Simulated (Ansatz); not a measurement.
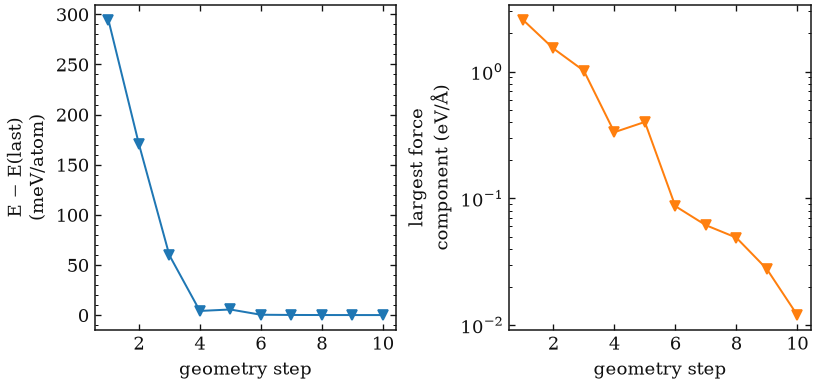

History of a geometry optimisation. Only the atoms move.

- system: BaO (slab, 8 atoms in the cell)
- method: DFT PBEsol, scalar-relativistic, plane waves, PAW (Ansatz 0.2.0); cutoff 420 eV, 9×9×1 k-mesh, Gaussian smearing of 0.05 eV

> How did it end, and what did it gain?

The optimisation met its thresholds at geometry 10, counting the start as the first. The energy fell by about 290 meV/atom from the first step to the last. Step 5 went uphill and was rejected by the line search. The largest force component goes from about 2.6 eV/Å at the start to 0.012 eV/Å at the end.

> By which step was nine tenths of the energy gained?

By step 4 of 10.

The electronic state followed here needn't be the lowest one.
